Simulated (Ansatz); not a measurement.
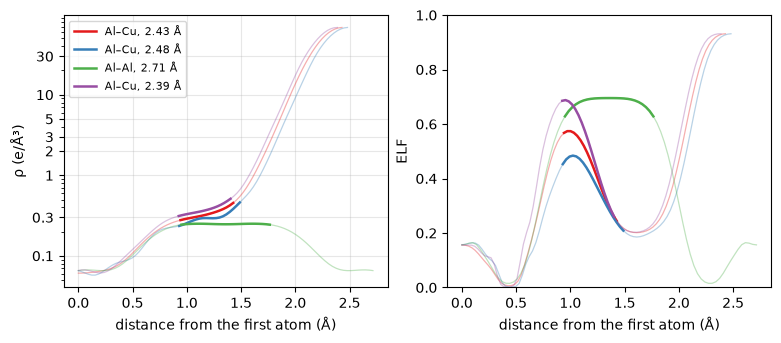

Al3Cu2. Valence electron density and ELF along straight lines between neighbouring atoms. Thin, pale parts lie inside the atomic spheres.

Space group P-3m1; a structure from a database of computed crystals, not necessarily the ambient phase; computed pressure about 10 GPa in this cell.

Theory: Ansatz, Kohn-Sham DFT of a periodic cell, PBEsol, Ansatz PAW.

The density is the valence pseudo-density of a PAW calculation; it isn't the true density close to the nuclei.

Compare the contacts.

Al–Cu (2.43 Å): ρ is about 0.33 e/Å³ halfway; the ELF is about 0.45 at the midpoint.
Al–Cu (2.48 Å): ρ at the midpoint is about 0.29 e/Å³; the ELF is about 0.35 at the midpoint.
Al–Al (2.71 Å): the density is about 0.25 e/Å³ at the midpoint; the ELF peaks at about 0.70 between the atoms.
Al–Cu (2.39 Å): ρ at the midpoint is about 0.37 e/Å³; the ELF peaks at about 0.70 between the atoms.
